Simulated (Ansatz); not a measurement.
```yaml
crystal:
  lattice:
    - [3.81514, 0.00000, -8.55313]
    - [0.00000, -3.81514, 0.00000]
    - [-3.81514, 0.00000, 0.00000]
  atoms:
    - { symbol: Ti, position: [0.49407, 0.50000, 0.99925] }
    - { symbol: Ti, position: [0.99407, 0.00000, 0.99925] }
    - { symbol: Al, position: [0.01067, 0.50000, 0.51580] }
    - { symbol: Al, position: [0.51067, 0.00000, 0.51580] }
    - { symbol: Al, position: [0.74993, 0.50000, 0.74277] }
    - { symbol: Al, position: [0.24993, 0.00000, 0.74277] }
    - { symbol: Al, position: [0.24993, 0.50000, 0.24277] }
    - { symbol: Al, position: [0.74993, 0.00000, 0.24277] }
```

Space group Cm; a point of a scan over the structure, not its minimum; a structure from a database of computed crystals, not necessarily the ambient phase; not relaxed (largest force 0.4 eV/Å); computed without spin polarisation; PAW files of the earlier set (soft_1).

All numbers below come from DFT PBEsol, scalar-relativistic, plane waves, PAW in Ansatz 0.2.0.

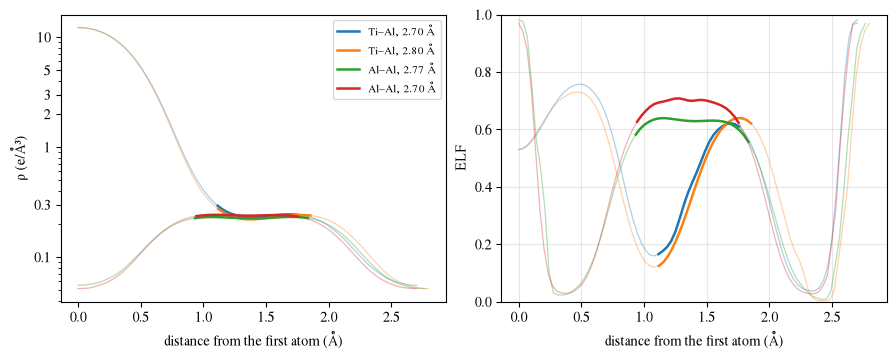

TiAl3. Valence charge density (pseudo) and electron localisation function along straight lines between neighbouring atoms. Thin, pale parts lie inside the atomic spheres.

In a PAW calculation such maps are meaningful between the atoms, not at the nuclei.

### What can be read from the curves?

Ti–Al (2.70 Å): ρ is about 0.23 e/Å³ halfway; the ELF is about 0.40 at the midpoint.
Ti–Al (2.80 Å): the density is about 0.22 e/Å³ at the midpoint; the ELF is about 0.40 at the midpoint.
Al–Al (2.77 Å): ρ is about 0.22 e/Å³ halfway; the ELF peaks at about 0.65 between the atoms.
Al–Al (2.70 Å): ρ at the midpoint is about 0.24 e/Å³; the ELF peaks at about 0.70 between the atoms.
